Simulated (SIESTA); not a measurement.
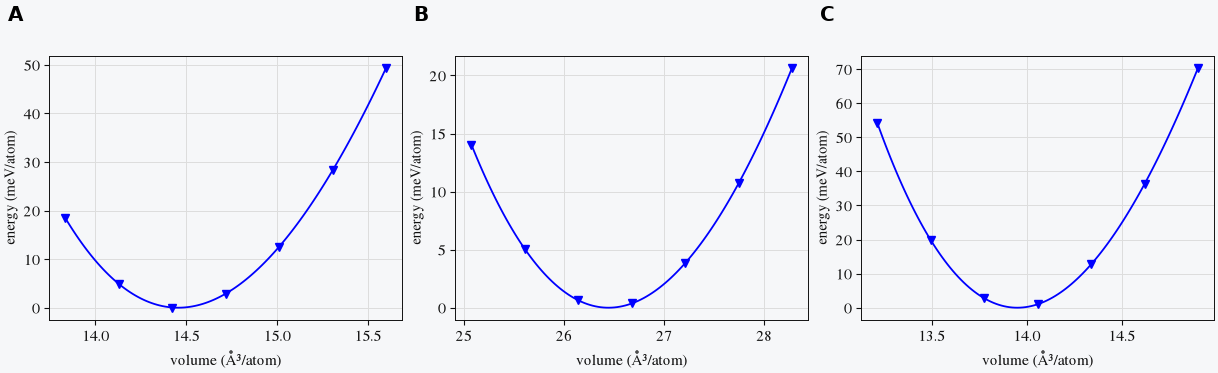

Each panel shows the energy against volume for one of these solids: Ir, Fm-3m (No. 225); RuS₂, Pa-3 (No. 205); SnSe, Pnma (No. 62).

Calculation (SIESTA 5.4.2): DFT in numerical atomic orbitals with pseudopotentials, no spin polarisation; energies at scaled volumes of the given cell, shape and fractions fixed, counted from the fit's minimum, third-order Birch-Murnaghan fit. Level: LDA.

### Match the panels to the solids.

A is RuS₂ (energy from 0.04 meV/atom to 49.45 meV/atom, V0 14.46 Å³/atom, B0 203 GPa); B is SnSe (energy from 0.36 meV/atom to 20.68 meV/atom, V0 26.44 Å³/atom, B0 58.3 GPa); C is Ir (energy from 0.97 meV/atom to 70.42 meV/atom, V0 13.95 Å³/atom, B0 400 GPa).

For Ir, limits of the calculation: mulliken charges of long orbitals; short basis over semicore shells; valence orbitals made in semicore potential.

For RuS₂, limits of the calculation: mulliken charges of long orbitals; shape and atomic fractions are frozen while scaling, which makes layered, chain and framework solids too stiff.

For SnSe, limits of the calculation: mulliken charges of long orbitals; shape and atomic fractions are frozen while scaling, which makes layered, chain and framework solids too stiff.
